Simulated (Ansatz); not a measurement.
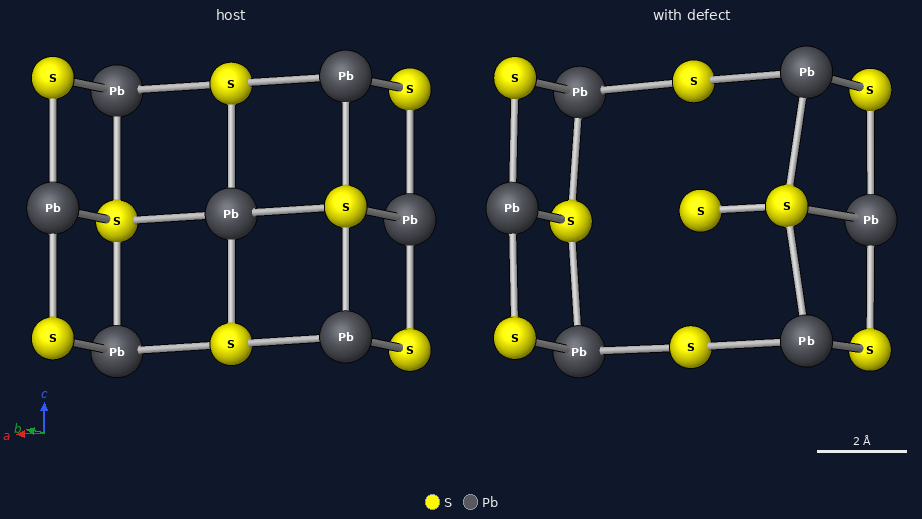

Left: perfect PbS. Right: the same region with one point defect, after relaxing the atoms in a supercell of 64 sites. The picture is a ball-and-stick view of the atoms within 5.4 Å of one point, in a slice 4.2 Å thick across the line of sight, seen from a free direction.

Method: DFT, PBEsol, PAW, plane waves (Ansatz 0.2.0). (plane-wave cutoff 420 eV; k-point mesh 1 × 1 × 1; mesh shifted by (0.25, 0.25, 0.25); collinear spin) Fermi-Dirac smearing of 0.01 eV. A uniform background neutralises the charged cell. The axes drawn are those of the host's conventional cell.

> Which defect is it?

A lead atom is replaced by sulfur.

The charge state of the cell is +2.

> How does the lattice respond?

In the host the Pb atom has 6 S at 2.95 Å; the S atom ends with 2 S at 2.05 Å. Of the host's atoms, a sulfur atom moves furthest from its site, by 0.47 Å. The S atom itself moves 0.69 Å from where it was put. The cell ends without a net magnetic moment.

Limits of the set-up: the cell is charged, on a uniform background, and energies carry no finite-size correction.
